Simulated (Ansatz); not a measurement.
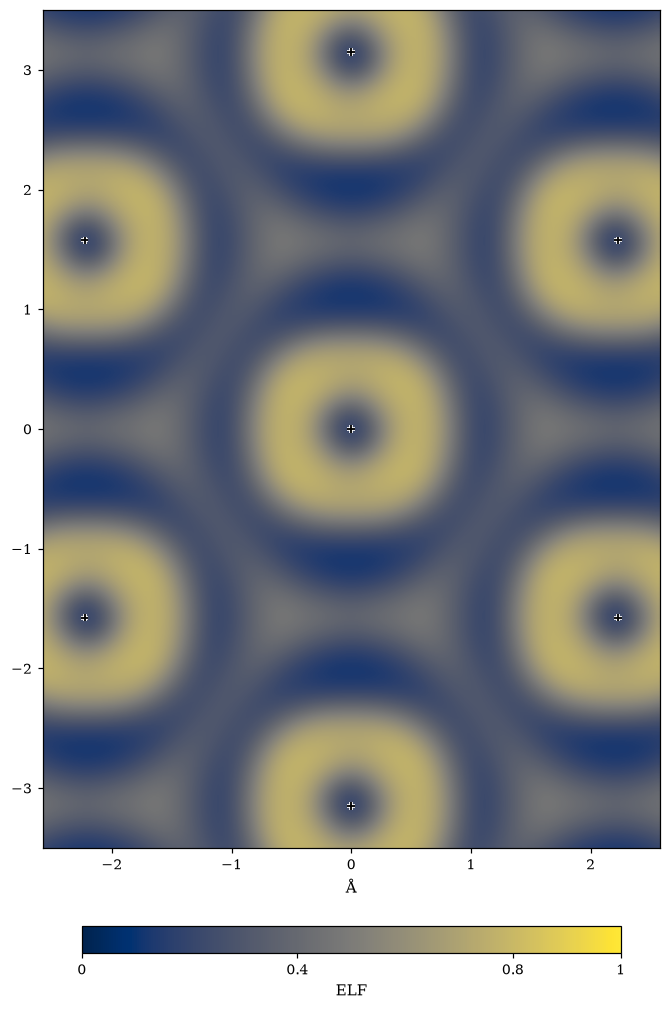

The electron localisation function on a plane through atoms (crosses mark nuclei in the plane).

Computed with DFT r2SCAN, scalar-relativistic, plane waves, PAW (Ansatz).

Candidates:
A. Mo, a = 4.46 Å, b = 4.46 Å, c = 4.46 Å, α = 60.00°, β = 60.00°, γ = 60.00°. Space group Im-3m; a structure from a database of computed crystals, not necessarily the ambient phase; computed without spin polarisation.
B. NbP₂, a = 7.04 Å, b = 7.04 Å, c = 7.04 Å, α = 90.00°, β = 90.00°, γ = 90.00°. Space group Fd-3m; started from the cubic Laves (C15)_227 prototype, which need not be the ambient phase.
C. Al₃GaN₄, a = 4.40 Å, b = 4.40 Å, c = 4.40 Å, α = 90.00°, β = 90.00°, γ = 90.00°. Space group P-43m; a structure from a database of computed crystals, not necessarily the ambient phase.

Which system is this?

Candidate A: Mo on the (011̄) plane of the calculation cell, which holds Mo. Mo–Mo (2.73 Å): the ELF is about 0.30 at the midpoint; no localised pair shows between them.
